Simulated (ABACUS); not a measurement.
**V: 7 runs along one coordinate**

System: V (Im-3m, 1 atom in the cell).
Method: Kohn-Sham DFT of a periodic cell, PBE, PseudoDojo NC SR 0.5 PBE standard, spin-polarised (ABACUS 3.10.1).

The 7 runs differ only in the geometry, by an even scaling of the cell at fixed fractional positions. The structure derives from an entry of the Crystallography Open Database.

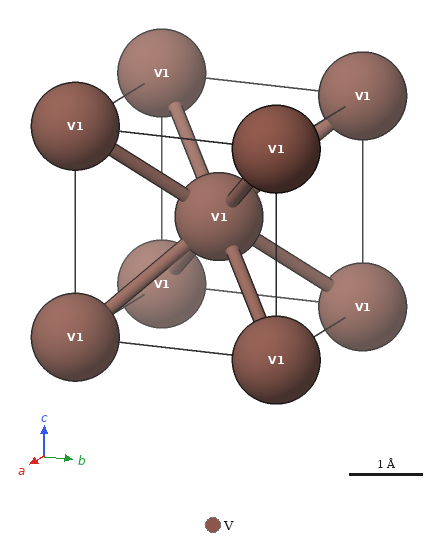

Figure 1. The structure of run 4 (ball-and-stick view of the cell 2 times as large as that of the calculation, set on its symmetry axes, seen slightly off an axis; atoms are numbered from 1 in the order of the input).

### Input of run 4
```
INPUT_PARAMETERS
suffix              V
calculation         scf
basis_type          lcao
pseudo_dir          ./
orbital_dir         ./
latname             bcc
symmetry            1
dft_functional      pbe
ecutwfc             100
pseudo_rcut         10
nspin               2
nbands              12
ks_solver           genelpa
smearing_method     fd
smearing_sigma      0.00367493
scf_thr             1e-07
scf_nmax            100
mixing_type         broyden
mixing_beta         0.4
cal_force           1
cal_stress          1
out_mul             1
```

### File STRU of run 4
```
ATOMIC_SPECIES
V 50.9415 V.upf

NUMERICAL_ORBITAL
V_confined-atom_7au_4s3p3d1f.orb

LATTICE_CONSTANT
5.7234135137

ATOMIC_POSITIONS
Direct

V
0.0
1
0.0000000000 0.0000000000 0.0000000000 1 1 1 mag 2
```

### File KPT of run 4
```
K_POINTS
0
Gamma
11 11 11 0 0 0
```

Command:
```bash
OMP_NUM_THREADS=1 mpirun -np 4 abacus > log
```

Lattice vectors (Å) and fractional positions of run 4:
```
   1.514350    1.514350    1.514350
  -1.514350    1.514350    1.514350
  -1.514350   -1.514350    1.514350
V   0.000000  0.000000  0.000000
```

Run 5 differs from it as follows:
```diff
-5.7234135137
+5.7613180190
```

### Results, with one run withheld

```tsv
run	volume per atom (Å³)	free energy per atom, from the lowest run given (meV)	pressure (GPa)
1	13.058	8.40	6.55
2	13.336	0.85	2.37
3	13.613	0.00	−1.43
4	13.891	5.54	−4.86
5	14.169	?	?
6	14.447	33.06	−10.79
7	14.725	54.02	−13.34
```

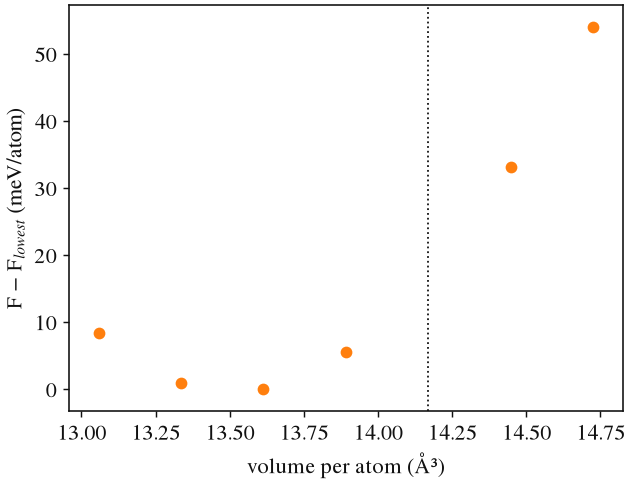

Figure 2. Free energy per atom of the runs given; the dotted line marks run 5.

Fit the runs given and predict run 5.

A cubic polynomial in V^(−2/3) (the Birch–Murnaghan form), fitted to the 6 runs given, misses them by at most 0.06 meV per atom. With x = V^(−2/3) − 0.17361 Å⁻², it reads F = 3.6823 − 3026.4 x + 5.575e+05 x² − 4.2191e+05 x³ (meV per atom). At run 5 it gives 16.71 meV per atom, and the run itself gives 16.67. The slope of the fit gives a pressure −dF/dV of −7.97 GPa there, and the run prints −7.97 GPa. The fit has its minimum at 13.505 Å³ per atom, where V d²F/dV² gives 182 GPa: the bulk modulus at this level, since symmetry fixes the shape and the positions.

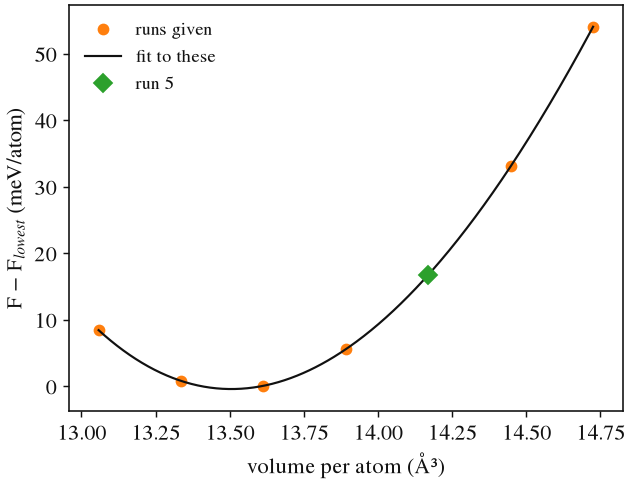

Figure 3. The fit and the withheld run.

### Some lines of the output (run 5)
```
[...]
 E_Fermi        1.1534269558         15.6931788254
 E_Fermi        1.1531715474         15.6897038160
 E_Fermi        1.1532055761         15.6901668005
 E_Fermi        1.1532229659         15.6904034011
 E_Fermi        1.1532145314         15.6902886436
 E_Fermi        1.1532138264         15.6902790509
 E_Fermi        1.1532140915         15.6902826577
 E_Fermi        1.1532141403         15.6902833224
 E_KS(sigma->0) -147.6138960135      -2008.3900897635
 E_Fermi        1.1532141713         15.6902837437
 final etot is -2008.3978668 eV
 EFERMI = 15.690283744 eV
 TOTAL-PRESSURE: -79.725937 KBAR
 !FINAL_ETOT_IS -2008.3978667602348196 eV
```

Notes: Points of doubt noted for this run: home made orbitals.
